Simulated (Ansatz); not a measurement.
**Two runs on Ti8O**

System: Ti8O (slab, 18 atoms in the cell).
Method of run A: DFT PBE, scalar-relativistic, plane waves, PAW, spin-polarised (Ansatz 0.2.0).

The structure derives from an entry of the Crystallography Open Database. Text and figures count atoms from 1; the logs count them from 0 in places.

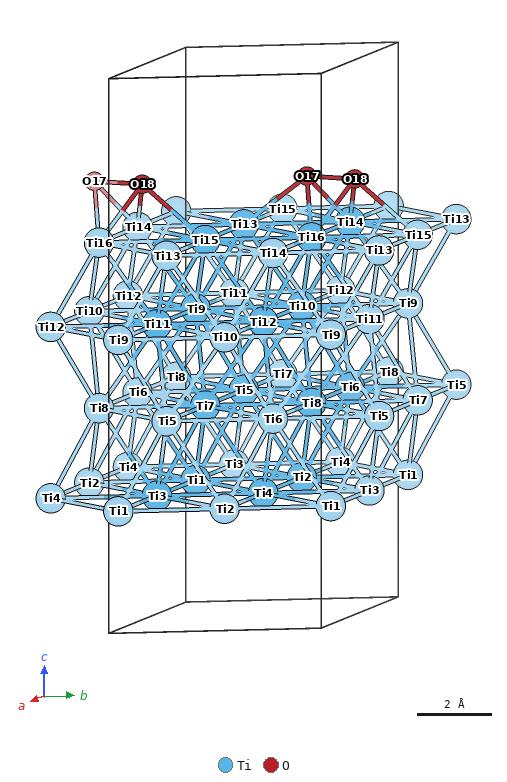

The structure as given in the input (ball-and-stick view of the cell of the calculation, with the vacuum cut short, seen slightly off an axis; neighbours outside the cell are drawn fainter; atoms are numbered from 1 in the order of the input). Near neighbours in the crystal (not all of them lie inside the picture): Ti has 9 Ti at 2.88 to 2.94 Å; Ti has 12 Ti at 2.75 to 2.95 Å; Ti has 1 O at 2.34 Å and 9 Ti at 2.75 to 2.94 Å; Ti has 2 O at 2.17 Å and 9 Ti at 2.75 to 2.94 Å; O has 1 O at 1.40 Å and 3 Ti at 2.17 to 2.34 Å.

### Input file, run A
```yaml
crystal:
  lattice:
    - [5.8769161224, 0.0, 0.0]
    - [-2.9384580612, 5.0895586579, 0.0]
    - [0.0, 0.0, 24.9046136988]
  atoms:
    - { symbol: Ti, position: [0.3333333333, 0.1666666667, 0.1606128105] }
    - { symbol: Ti, position: [0.3333333333, 0.6666666667, 0.1606128105] }
    - { symbol: Ti, position: [0.8333333333, 0.1666666667, 0.1606128105] }
    - { symbol: Ti, position: [0.8333333333, 0.6666666667, 0.1606128105] }
    - { symbol: Ti, position: [0.1666666667, 0.3333333333, 0.2539817354] }
    - { symbol: Ti, position: [0.1666666667, 0.8333333333, 0.2539817354] }
    - { symbol: Ti, position: [0.6666666667, 0.3333333333, 0.2539817354] }
    - { symbol: Ti, position: [0.6666666667, 0.8333333333, 0.2539817354] }
    - { symbol: Ti, position: [0.3333333333, 0.1666666667, 0.3510181726] }
    - { symbol: Ti, position: [0.3333333333, 0.6666666667, 0.3510181726] }
    - { symbol: Ti, position: [0.8333333333, 0.1666666667, 0.3510181726] }
    - { symbol: Ti, position: [0.8333333333, 0.6666666667, 0.3510181726] }
    - { symbol: Ti, position: [0.1666666667, 0.3333333333, 0.4378551633] }
    - { symbol: Ti, position: [0.1666666667, 0.8333333333, 0.4378551633] }
    - { symbol: Ti, position: [0.6666666667, 0.3333333333, 0.4378551633] }
    - { symbol: Ti, position: [0.6666666667, 0.8333333333, 0.4378551633] }
    - { symbol: O, position: [0.3479475451, 0.6958950903, 0.4956757751], spin: 1.0 }
    - { symbol: O, position: [0.4853857882, 0.9707715764, 0.4956757751], spin: 1.0 }
basis:
  ecutwfc: 420
kpoints:
  mp_grid: { grid: [6, 6, 1] }
hamiltonian:
  xc: pbe
scf:
  occupations: { method: gaussian, width: 0.1 }
output:
  forces: true
  eigenvalues: true
  populations: true
magnetization:
  spin_polarized: true
efield:
  axis: 3
  dipole_correction: true
  ramp_width: 0.04
```

Command:
```bash
ansatz run input.yaml --threads 8 --pin off --max-ram 22528MiB --backend cpu --events-out ev --progress --plain --runs-dir out
```

Hardware: 8 threads of Arm Neoverse N1, 98 GiB of memory available, shared host.

### Output, shortened to warnings, some set-up lines, iterations and results (run A)
```
Basis set: ecut = 420 eV, 14519 PW (Γ), exchange–correlation on 80×80×360 points (8 copies of the dense FFT grid, shifted against one another)
Symmetry: 2 space group operations
k-points: 13 of 36 (time reversal used)
Initial density: superposition of atomic densities (neutral atoms: chi_scale 0, normalization atom)
[...]
SCF iter   1: F=—  HF=-41132.445895 eV  |F-HF|=—  |Δ(HF+E_count)|=         —  Δρ=3.24e-2 (↑3.22e-2 ↓3.24e-2)  dr2=2.66e2  dr2_m=1.33e0  M=0.039 μB ∫|m|=0.398 μB  β_m=0.31  …
SCF iter   2: F=—  HF=-41124.657408 eV  |F-HF|=—  |Δ(HF+E_count)|=    7.79e0  Δρ=2.02e-2 (↑2.02e-2 ↓1.78e-2)  dr2=7.95e1  dr2_m=6.92e-1  M=0.016 μB ∫|m|=0.355 μB  β_m=0.46  …
SCF iter   3: F=—  HF=-41122.251071 eV  |F-HF|=—  |Δ(HF+E_count)|=    2.41e0  Δρ=9.29e-3 (↑9.29e-3 ↓8.03e-3)  dr2=2.27e1  dr2_m=9.75e-2  M=-0.025 μB ∫|m|=0.202 μB  β_m=0.54  …
SCF iter   4: F=—  HF=-41121.984529 eV  |F-HF|=—  |Δ(HF+E_count)|=   2.67e-1  Δρ=4.38e-3 (↑4.38e-3 ↓3.84e-3)  dr2=2.92e0  dr2_m=4.50e-2  M=-0.030 μB ∫|m|=0.152 μB  β_m=0.76  …
SCF iter   5: F=—  HF=-41122.023166 eV  |F-HF|=—  |Δ(HF+E_count)|=   3.86e-2  Δρ=1.59e-3 (↑1.59e-3 ↓1.21e-3)  dr2=1.14e-1  dr2_m=2.50e-3  M=-0.031 μB ∫|m|=0.076 μB  β_m=0.70  …
[... 47 lines ...]
SCF iter  53: F=-41122.094786 eV  HF=-41122.094786 eV  |F-HF|=3.44e-7  |Δ(HF+E_count)|=   8.42e-7  Δρ=5.85e-6 (↑4.83e-6 ↓5.85e-6)  dr2=5.56e-7  dr2_m=8.49e-8  M=-4.010 μB …
SCF iter  54: F=-41122.094786 eV  HF=-41122.094786 eV  |F-HF|=7.17e-8  |Δ(HF+E_count)|=   2.69e-7  Δρ=2.06e-6 (↑2.06e-6 ↓1.97e-6)  dr2=8.96e-8  dr2_m=2.27e-8  M=-4.012 μB …
SCF iter  55: F=-41122.094786 eV  HF=-41122.094786 eV  |F-HF|=1.78e-7  |Δ(HF+E_count)|=   6.49e-8  Δρ=1.75e-6 (↑1.52e-6 ↓1.75e-6)  dr2=1.78e-7  dr2_m=2.44e-9  M=-4.013 μB …
SCF iter  56: F=-41122.094786 eV  HF=-41122.094786 eV  |F-HF|=2.95e-8  |Δ(HF+E_count)|=   1.35e-8  Δρ=4.99e-7 (↑4.99e-7 ↓4.22e-7)  dr2=2.47e-8  dr2_m=6.22e-10  M=-4.013 μB …
SCF 1 converged in 56 iterations: F = -41122.094786 eV  dr2 = 2.47e-8
at 19 of the mixer's solves, the last at iteration 38, it left a direction of its history that read negative out of its fit and stepped the other way along it
SCF converged after 56 iterations
Magnetization: -4.0132 μB (99.9934 up, 104.0066 down)
Absolute magnetization: 4.8859 μB (∫|ρ↑−ρ↓|, with the PAW one-centre terms)
Spin contamination: 0.4618 ħ² per cell (⟨S²⟩ above its minimum at these occupations)
Per-site moments (μB) at R_I (Å): [(-0.6404489757479442, 1.1873465356355326), (-0.64058965001032, 1.1873465356355326), (-0.6404489757479452, 1.1873465356355326), (-0.6411565119013471, 1.1873465356355326), (0.08226572867803747, 1.1873465356355326), (0.07570059500824322, 1.1873465356355326), …
Free energy (F): -41122.094786 eV
Harris-Foulkes:  -41122.094786 eV  (|F-HF|=2.95e-8)
Internal energy: -41121.975548 eV  (E = F + TS)
E sigma→0 (E₀):  -41122.035167 eV
Entropy (-TS):   -0.119238 eV (-6.624 meV/atom)
Fermi energy:    2.682040 eV
Dipole field:    D = -0.004570 V/Å  (p = -0.018813 e·Å, saw-weighted, corrected)
Work function:   Φ+ = 4.3484 eV   Φ− = 4.2346 eV
Levels:          The Fermi level and band energies are counted from a zero that moves with the ramp; work functions are not
--- Per-component energies (eV) ---
  E_band       = -4686.996971
  E_kinetic    = 4697.030498
  E_local      = -210605.067133  (includes V_loc(G=0)·N_el)
  E_nonlocal   = 231.394835
  E_hartree    = 102962.337010
  E_xc         = -1699.042836
  E_vxc        = -2128.431056  (∫ρ·V_xc dr)
  E_paw        = -17077.668952  (= ΣΔE_a)
  E_vpaw       = -2806.268246  (= ΣTr[D̂ρ^β])
  E_aug_tail   = 0.006528  (compensation charges beyond the density's cutoff)
  E_efield     = 0.000043  (sawtooth field / dipole correction)
  E_vefield    = -0.367180  (∫n·V_field dr)
  E_ewald      = 80369.034458
  E_smearing   = -0.119238  (= −TS)
  E_closure    = -0.000000  (closes the sum)
  Σ components = -41122.094786   (vs F -41122.094786, Δ=0.00e0)
--- Forces (eV/Å), atoms counted from 1 ---
  atom   1  Ti    -0.01028733     0.00075118     0.50896326
  atom   2  Ti     0.00000000     0.00046572     0.51939204
  atom   3  Ti     0.01028733     0.00075118     0.50896326
[...]
```

For run B the input was changed thus:
```diff
-    - { symbol: O, position: [0.3479475451, 0.6958950903, 0.4956757751], spin: 1.0 }
-    - { symbol: O, position: [0.4853857882, 0.9707715764, 0.4956757751], spin: 1.0 }
+    - { symbol: O, position: [0.3196543257, 0.6393086514, 0.4699777254], spin: 1.0 }
+    - { symbol: O, position: [0.5136790077, 1.0273580153, 0.4699777254], spin: 1.0 }
```

How does run B compare with run A?

With the same functional and potentials, run B lies 204.5 meV per atom lower. The net moment of the cell goes from −4.01 to −4.14 μB. The largest force goes from 2.299 to 3.713 eV/Å. The work function goes from 4.35 to 4.17 eV. The SCF takes 50 iterations against 56.

### Output, shortened to warnings, some set-up lines, iterations and results (run B)
```
Basis set: ecut = 420 eV, 14519 PW (Γ), exchange–correlation on 80×80×360 points (8 copies of the dense FFT grid, shifted against one another)
Symmetry: 2 space group operations
k-points: 13 of 36 (time reversal used)
Initial density: superposition of atomic densities (neutral atoms: chi_scale 0, normalization atom)
[...]
SCF iter   1: F=—  HF=-41128.915073 eV  |F-HF|=—  |Δ(HF+E_count)|=         —  Δρ=3.83e-2 (↑2.77e-2 ↓3.83e-2)  dr2=2.57e2  dr2_m=1.31e0  M=0.053 μB ∫|m|=0.331 μB  β_m=0.31  …
SCF iter   2: F=—  HF=-41124.336385 eV  |F-HF|=—  |Δ(HF+E_count)|=    4.58e0  Δρ=1.81e-2 (↑1.35e-2 ↓1.81e-2)  dr2=2.95e1  dr2_m=6.45e-1  M=0.045 μB ∫|m|=0.363 μB  β_m=0.40  …
SCF iter   3: F=—  HF=-41125.978460 eV  |F-HF|=—  |Δ(HF+E_count)|=    1.64e0  Δρ=1.19e-2 (↑1.19e-2 ↓8.29e-3)  dr2=2.66e1  dr2_m=1.79e-1  M=0.015 μB ∫|m|=0.299 μB  β_m=0.56  …
SCF iter   4: F=—  HF=-41125.760331 eV  |F-HF|=—  |Δ(HF+E_count)|=   2.18e-1  Δρ=6.23e-3 (↑6.23e-3 ↓4.76e-3)  dr2=2.85e0  dr2_m=5.31e-2  M=-0.021 μB ∫|m|=0.210 μB  β_m=0.54  …
SCF iter   5: F=—  HF=-41125.713775 eV  |F-HF|=—  |Δ(HF+E_count)|=   4.66e-2  Δρ=4.54e-3 (↑3.51e-3 ↓4.54e-3)  dr2=5.13e0  dr2_m=2.12e-2  M=-0.027 μB ∫|m|=0.112 μB  β_m=0.52  …
[... 41 lines ...]
SCF iter  47: F=—  HF=-41125.776220 eV  |F-HF|=—  |Δ(HF+E_count)|=   1.51e-6  Δρ=5.82e-6 (↑5.24e-6 ↓5.82e-6)  dr2=1.16e-7  dr2_m=1.88e-7  M=-4.146 μB ∫|m|=5.087 μB  β_m=0.90  …
SCF iter  48: F=—  HF=-41125.776220 eV  |F-HF|=—  |Δ(HF+E_count)|=   2.56e-7  Δρ=3.81e-6 (↑3.81e-6 ↓2.92e-6)  dr2=2.07e-7  dr2_m=3.08e-8  M=-4.145 μB ∫|m|=5.086 μB  β_m=0.80  …
SCF iter  49: F=—  HF=-41125.776220 eV  |F-HF|=—  |Δ(HF+E_count)|=   1.09e-7  Δρ=1.39e-6 (↑1.19e-6 ↓1.39e-6)  dr2=7.01e-9  dr2_m=9.92e-9  M=-4.144 μB ∫|m|=5.086 μB  β_m=0.90  …
SCF iter  50: F=-41125.776220 eV  HF=-41125.776220 eV  |F-HF|=6.18e-10  |Δ(HF+E_count)|=   1.55e-8  Δρ=7.32e-7 (↑5.85e-7 ↓7.32e-7)  dr2=5.64e-9  dr2_m=2.38e-9  M=-4.144 μB …
SCF 1 converged in 50 iterations: F = -41125.776220 eV  dr2 = 5.64e-9
at 13 of the mixer's solves, the last at iteration 27, it left a direction of its history that read negative out of its fit and stepped the other way along it
SCF converged after 50 iterations
Magnetization: -4.1443 μB (99.9279 up, 104.0721 down)
Absolute magnetization: 5.0910 μB (∫|ρ↑−ρ↓|, with the PAW one-centre terms)
Spin contamination: 0.4398 ħ² per cell (⟨S²⟩ above its minimum at these occupations)
Per-site moments (μB) at R_I (Å): [(-0.6573563814624915, 1.1873465356355326), (-0.6763815354712319, 1.1873465356355326), (-0.6573563814624909, 1.1873465356355326), (-0.6786210567248846, 1.1873465356355326), (0.08963350816642932, 1.1873465356355326), (0.07914824650804839, 1.1873465356355326), …
Free energy (F): -41125.776220 eV
Harris-Foulkes:  -41125.776220 eV  (|F-HF|=6.18e-10)
Internal energy: -41125.667220 eV  (E = F + TS)
E sigma→0 (E₀):  -41125.721720 eV
Entropy (-TS):   -0.109000 eV (-6.056 meV/atom)
Fermi energy:    2.697585 eV
Dipole field:    D = 0.001816 V/Å  (p = 0.007475 e·Å, saw-weighted, corrected)
Work function:   Φ+ = 4.1673 eV   Φ− = 4.2126 eV
Levels:          The Fermi level and band energies are counted from a zero that moves with the ramp; work functions are not
--- Per-component energies (eV) ---
  E_band       = -4674.327236
  E_kinetic    = 4717.268345
  E_local      = -215767.184808  (includes V_loc(G=0)·N_el)
  E_nonlocal   = 229.069627
  E_hartree    = 105545.847011
  E_xc         = -1704.755084
  E_vxc        = -2136.184476  (∫ρ·V_xc dr)
  E_paw        = -17080.105417  (= ΣΔE_a)
  E_vpaw       = -2809.017908  (= ΣTr[D̂ρ^β])
  E_aug_tail   = 0.006906  (compensation charges beyond the density's cutoff)
  E_efield     = 0.000007  (sawtooth field / dipole correction)
  E_vefield    = 0.041348  (∫n·V_field dr)
  E_ewald      = 82934.186193
  E_smearing   = -0.109000  (= −TS)
  E_closure    = -0.000000  (closes the sum)
  Σ components = -41125.776220   (vs F -41125.776220, Δ=0.00e0)
--- Forces (eV/Å), atoms counted from 1 ---
  atom   1  Ti    -0.00770676    -0.00295433     0.50426737
  atom   2  Ti     0.00000000    -0.00241295     0.48259763
  atom   3  Ti     0.00770676    -0.00295433     0.50426737
[...]
```

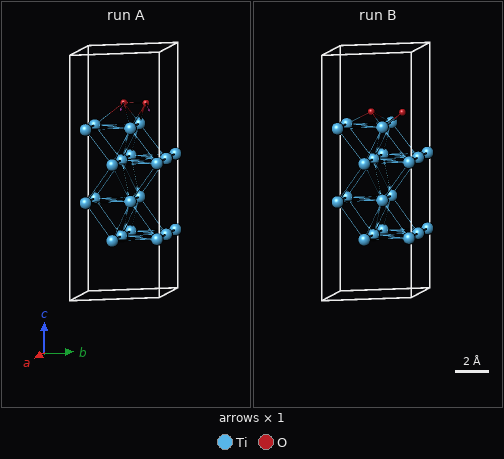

The two input geometries at one scale (ball-and-stick view of the cell of the calculation, with the vacuum cut short (origin shifted), seen slightly off an axis). The pink arrows on the first give the shifts of the atoms relative to the cell, at true length. The largest moves, 0.70 Å, are those of O atoms. Ti stays in place. The cell stays as it was. Among the contacts that change: O–Ti 2.341 → 1.751 Å, O–O 1.399 → 1.975 Å, O–Ti 2.173 → 1.943 Å.

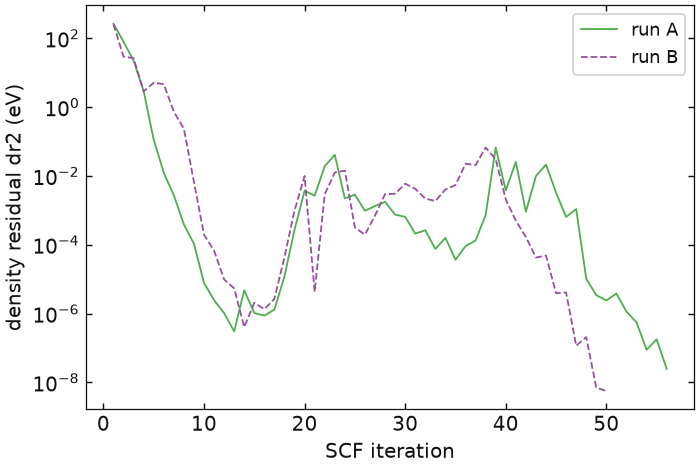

Convergence of the two runs: density residual dr2 against the SCF iteration. Run A takes 56 iterations in all, and run B takes 50.

### The two runs side by side

```tsv
quantity	run A	run B
outcome	converged	converged
free energy per atom (eV)	−2284.5608	−2284.7653
energy per atom, smearing taken to zero (eV)	−2284.5575	−2284.7623
gap on the mesh (eV)	0.00	0.00
net moment of the cell (μB)	−4.01	−4.14
absolute moment of the cell (μB)	4.89	5.09
work function (eV)	4.35	4.17
largest force (eV/Å)	2.299	3.713
SCF iterations	56	50
irreducible k-points	13	13
plane waves at Γ	14519	14519
wall time (shared host)	9.2 min	8.4 min
```
